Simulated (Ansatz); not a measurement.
# WSe$_{2}$: a changed input and its effect

System: WSe$_{2}$ (C2/m, 3 atoms in the cell).
Method of run 1: DFT PBE, scalar-relativistic, plane waves, PAW, spin-polarised (Ansatz 0.2.0).

The structure was made by swapping elements on the sites of another compound; it need not be a known phase. Text and figures count atoms from 1; the logs count them from 0 in places.

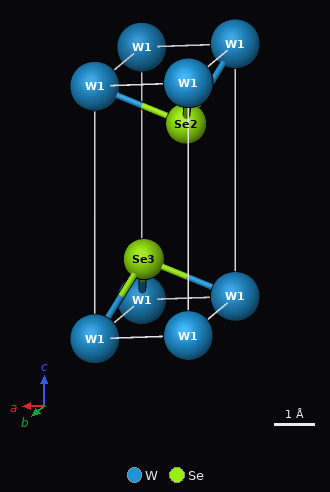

Fig. 1: The input geometry (ball-and-stick view of the reduced cell, seen at an oblique angle; atoms are numbered from 1 in the order of the input).

**Input, run 1**
```yaml
crystal:
  lattice:
    - [3.2475061657, -1.8744732947, 0.0]
    - [3.2475061657, 1.8744732947, 0.0]
    - [-2.1412731716, 0.0, 6.0286221138]
  atoms:
    - { symbol: W, position: [0.0, 0.0, 0.0] }
    - { symbol: Se, position: [0.738, 0.738, 0.231] }
    - { symbol: Se, position: [0.262, 0.262, 0.769] }
basis:
  ecutwfc: 420
kpoints:
  mp_grid: { grid: [6, 6, 4] }
hamiltonian:
  xc: pbe
scf:
  occupations: { method: gaussian, width: 0.1 }
  lower_state_search: "off"
output:
  forces: true
  stress: true
  eigenvalues: true
  populations: true
magnetization:
  spin_polarized: true
```

Launched with:
```bash
ansatz run input.yaml --threads 1 --pin off --max-ram 2560MiB --backend cpu --events-out ev --progress --plain --runs-dir out
```

Hardware: 1 thread of Intel Xeon @ 2.50GHz (Skylake/Cascade Lake), 189 GiB of memory available, shared host.

**Output, shortened to warnings, some set-up lines, iterations and results (run 1)**
```
Basis set: ecut = 420 eV, 1443 PW (Γ), exchange–correlation on 54×54×90 points (8 copies of the dense FFT grid, shifted against one another)
Symmetry: 4 space group operations
k-points: 47 of 144
Initial density: superposition of atomic densities (chi_scale 0.1, normalization cell, long waves kept (reshape's long-wave potential 0.01 eV rms))
[...]
SCF iter   1: F=—  HF=-21320.754127 eV  |F-HF|=—  |Δ(HF+E_count)|=         —  Δρ=5.26e-2 (↑5.26e-2 ↓3.96e-2)  dr2=1.94e0  dr2_m=1.30e0  M=3.463 μB ∫|m|=3.497 μB  ethr=1.27e-3 …
SCF iter   2: F=—  HF=-21322.887253 eV  |F-HF|=—  |Δ(HF+E_count)|=         —  Δρ=2.24e-2 (↑1.95e-2 ↓2.24e-2)  dr2=6.92e-1  dr2_m=1.85e-1  M=1.829 μB ∫|m|=1.887 μB  β_m=0.30  …
SCF iter   3: F=—  HF=-21322.943447 eV  |F-HF|=—  |Δ(HF+E_count)|=   5.62e-2  Δρ=1.76e-2 (↑1.52e-2 ↓1.76e-2)  dr2=4.86e-1  dr2_m=1.15e-1  M=1.697 μB ∫|m|=1.779 μB  β_m=0.63  …
SCF iter   4: F=—  HF=-21323.013481 eV  |F-HF|=—  |Δ(HF+E_count)|=   7.00e-2  Δρ=4.59e-3 (↑4.47e-3 ↓4.59e-3)  dr2=4.55e-2  dr2_m=9.84e-3  M=1.148 μB ∫|m|=1.404 μB  β_m=0.82  …
SCF iter   5: F=—  HF=-21323.028440 eV  |F-HF|=—  |Δ(HF+E_count)|=   1.50e-2  Δρ=2.74e-3 (↑2.16e-3 ↓2.74e-3)  dr2=1.29e-2  dr2_m=3.07e-3  M=0.984 μB ∫|m|=1.211 μB  β_m=0.91  …
[... 11 lines ...]
SCF iter  17: F=—  HF=-21323.105750 eV  |F-HF|=—  |Δ(HF+E_count)|=   1.29e-6  Δρ=3.86e-5 (↑3.86e-5 ↓3.86e-5)  dr2=1.81e-5  dr2_m=0.00e0  M=0.000 μB ∫|m|=0.000 μB  β_m=0.80  …
SCF iter  18: F=—  HF=-21323.105747 eV  |F-HF|=—  |Δ(HF+E_count)|=   2.79e-6  Δρ=1.68e-5 (↑1.68e-5 ↓1.68e-5)  dr2=1.85e-6  dr2_m=0.00e0  M=0.000 μB ∫|m|=0.000 μB  β_m=0.84  …
SCF iter  19: F=—  HF=-21323.105747 eV  |F-HF|=—  |Δ(HF+E_count)|=   2.25e-7  Δρ=7.85e-6 (↑7.85e-6 ↓7.85e-6)  dr2=5.50e-7  dr2_m=0.00e0  M=0.000 μB ∫|m|=0.000 μB  β_m=0.92  …
SCF iter  20: F=-21323.105747 eV  HF=-21323.105747 eV  |F-HF|=5.45e-8  |Δ(HF+E_count)|=   1.81e-7  Δρ=2.51e-6 (↑2.51e-6 ↓2.51e-6)  dr2=3.38e-8  dr2_m=0.00e0  M=0.000 μB …
SCF 1 converged in 20 iterations: F = -21323.105747 eV  dr2 = 3.38e-8
SCF converged after 20 iterations
Magnetization: 0.0000 μB (23.0000 up, 23.0000 down)
Absolute magnetization: 0.0000 μB (∫|ρ↑−ρ↓|)
Spin contamination: 0.0000 ħ² per cell (⟨S²⟩ above its minimum at these occupations)
Per-site moments (μB) at R_I (Å): [(0.0, 1.056353984903259), (0.0, 1.056353984903259), (0.0, 1.056353984903259)]
Free energy (F): -21323.105747 eV
Harris-Foulkes:  -21323.105747 eV  (|F-HF|=5.45e-8)
Internal energy: -21323.099779 eV  (E = F + TS)
E sigma→0 (E₀):  -21323.102763 eV
Entropy (-TS):   -0.005969 eV (-1.990 meV/atom)
Fermi energy:    10.057610 eV
--- Per-component energies (eV) ---
  E_band       = -977.565390
  E_kinetic    = 683.256760
  E_local      = -6429.573147  (includes V_loc(G=0)·N_el)
  E_nonlocal   = -1188.798989
  E_hartree    = 3039.095990
  E_xc         = -473.130818
  E_vxc        = -432.232519  (∫ρ·V_xc dr)
  E_paw        = -12385.860305  (= ΣΔE_a)
  E_vpaw       = 311.586549  (= ΣTr[D̂ρ^β])
  E_aug_tail   = -0.001269  (compensation charges beyond the density's cutoff)
  E_ewald      = -4568.088002
  E_smearing   = -0.005969  (= −TS)
  E_closure    = 0.000000  (closes the sum)
  Σ components = -21323.105747   (vs F -21323.105747, Δ=0.00e0)
--- Forces (eV/Å), atoms counted from 1 ---
  atom   1  W      0.00000000     0.00000000     0.00000000
  atom   2  Se     0.24617726     0.00000000     1.01429036
  atom   3  Se    -0.24617726     0.00000000    -1.01429036
  max |Σ_I F_I| component: 2.22e-16 eV/Å
--- Stress (GPa, compression-positive) ---
       -7.640439       0.000000       1.451661
        0.000000      -6.455635       0.000000
        1.451661       0.000000       7.523575
  P = ⅓ Tr σ = -2.1908 GPa (-21.908 kbar)
--- Löwdin populations: 3 sites ---
  site symbol       q [e]    m [muB]
     0      W     13.4631     0.0000
     1     Se     16.1773     0.0000
     2     Se     16.1773     0.0000
  spilling = 0.003963 (of n_electrons = 46.000000)
```

The input of run 2 differs as follows (lines with − go, lines with + come):
```diff
-  populations: true
-magnetization:
-  spin_polarized: true
```

What does this change do to the results?

The energy is the same within 0.01 meV per atom. The SCF takes 7 iterations against 20. On the same kind of shared host run 2 took about 0.39 times as long. The two runs start from different initial densities, which also moves the count.

**Output, shortened to warnings, some set-up lines, iterations and results (run 2)**
```
Basis set: ecut = 420 eV, 1443 PW (Γ), exchange–correlation on 54×54×90 points (8 copies of the dense FFT grid, shifted against one another)
Symmetry: 4 space group operations
k-points: 47 of 144
Initial density: superposition of atomic densities (neutral atoms: chi_scale 0, normalization atom), corrected by the library's trained network
[...]
SCF iter   1: F=—  HF=-21323.116230 eV  |F-HF|=—  |Δ(HF+E_count)|=         —  Δρ=8.91e-3  dr2=5.54e-2  ethr=1.77e-3  ⟨swp⟩=5.8  Hψ=5243  notcnv=0
SCF iter   2: F=—  HF=-21323.126998 eV  |F-HF|=—  |Δ(HF+E_count)|=   1.08e-2  Δρ=9.30e-3  dr2=1.16e-1  ethr=1.20e-4  ⟨swp⟩=2.0  Hψ=2999  notcnv=0  defer=9
SCF iter   3: F=—  HF=-21323.106110 eV  |F-HF|=—  |Δ(HF+E_count)|=   2.09e-2  Δρ=9.82e-4  dr2=2.02e-3  ethr=1.20e-4  ⟨swp⟩=2.0  Hψ=1860  notcnv=0  defer=9
SCF iter   4: F=—  HF=-21323.105775 eV  |F-HF|=—  |Δ(HF+E_count)|=   3.35e-4  Δρ=3.39e-4  dr2=7.01e-5  ethr=4.40e-6  ⟨swp⟩=2.0  Hψ=1710  notcnv=0  defer=9
SCF iter   5: F=—  HF=-21323.105747 eV  |F-HF|=—  |Δ(HF+E_count)|=   2.79e-5  Δρ=4.48e-5  dr2=1.44e-6  ethr=1.52e-7  ⟨swp⟩=2.5  Hψ=2015  notcnv=0  defer=9
SCF iter   6: F=—  HF=-21323.105747 eV  |F-HF|=—  |Δ(HF+E_count)|=   2.49e-7  Δρ=1.51e-5  dr2=1.22e-7  ethr=3.12e-9  ⟨swp⟩=2.0  Hψ=2344  notcnv=0  defer=9
SCF iter   7: F=-21323.105747 eV  HF=-21323.105747 eV  |F-HF|=7.68e-10  |Δ(HF+E_count)|=   4.74e-8  Δρ=5.08e-6  dr2=1.14e-8  ethr=2.17e-10  ⟨swp⟩=5.3  Hψ=4978  notcnv=0
SCF 1 converged in 7 iterations: F = -21323.105747 eV  dr2 = 1.14e-8
SCF converged after 7 iterations
Free energy (F): -21323.105747 eV
Harris-Foulkes:  -21323.105747 eV  (|F-HF|=7.68e-10)
Internal energy: -21323.099778 eV  (E = F + TS)
E sigma→0 (E₀):  -21323.102763 eV
Entropy (-TS):   -0.005969 eV (-1.990 meV/atom)
Fermi energy:    10.057553 eV
--- Per-component energies (eV) ---
  E_band       = -977.567758
  E_kinetic    = 683.257089
  E_local      = -6429.576696  (includes V_loc(G=0)·N_el)
  E_nonlocal   = -1188.798487
  E_hartree    = 3039.099245
  E_xc         = -473.130921
  E_vxc        = -432.232654  (∫ρ·V_xc dr)
  E_paw        = -12385.860738  (= ΣΔE_a)
  E_vpaw       = 311.587028  (= ΣTr[D̂ρ^β])
  E_aug_tail   = -0.001269  (compensation charges beyond the density's cutoff)
  E_ewald      = -4568.088002
  E_smearing   = -0.005969  (= −TS)
  E_closure    = -0.000000  (closes the sum)
  Σ components = -21323.105747   (vs F -21323.105747, Δ=0.00e0)
--- Forces (eV/Å), atoms counted from 1 ---
  atom   1  W      0.00000000     0.00000000     0.00000000
  atom   2  Se     0.24617283     0.00000000     1.01425653
  atom   3  Se    -0.24617283     0.00000000    -1.01425653
  max |Σ_I F_I| component: 2.22e-16 eV/Å
--- Stress (GPa, compression-positive) ---
       -7.640579       0.000000       1.451646
        0.000000      -6.455786       0.000000
        1.451646       0.000000       7.523793
  P = ⅓ Tr σ = -2.1909 GPa (-21.909 kbar)
```

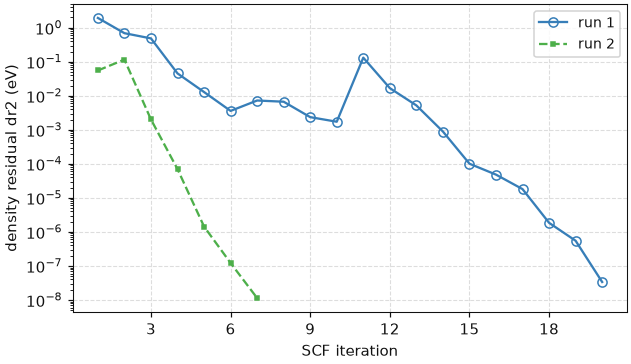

Fig. 2: Convergence of the two runs: density residual dr2 against the SCF iteration. Run 1 takes 20 iterations in all, and run 2 takes 7.

**The two runs side by side**

| quantity | run 1 | run 2 |
| --- | --- | --- |
| outcome | converged | converged |
| free energy per atom (eV) | −7107.7019 | −7107.7019 |
| energy per atom, smearing taken to zero (eV) | −7107.7009 | −7107.7009 |
| gap on the mesh (eV) | 0.00 | 0.00 |
| net moment of the cell (μB) | 0.00 | – |
| absolute moment of the cell (μB) | 0.00 | – |
| pressure (GPa) | −2.19 | −2.19 |
| largest force (eV/Å) | 1.044 | 1.044 |
| SCF iterations | 20 | 7 |
| irreducible k-points | 47 | 47 |
| plane waves at Γ | 1443 | 1443 |
| wall time (shared host) | 46 s | 18 s |

For both runs: Spin–orbit coupling is left out, which matters for W. For run 1: Warnings: spin is on but no starting moments are given.
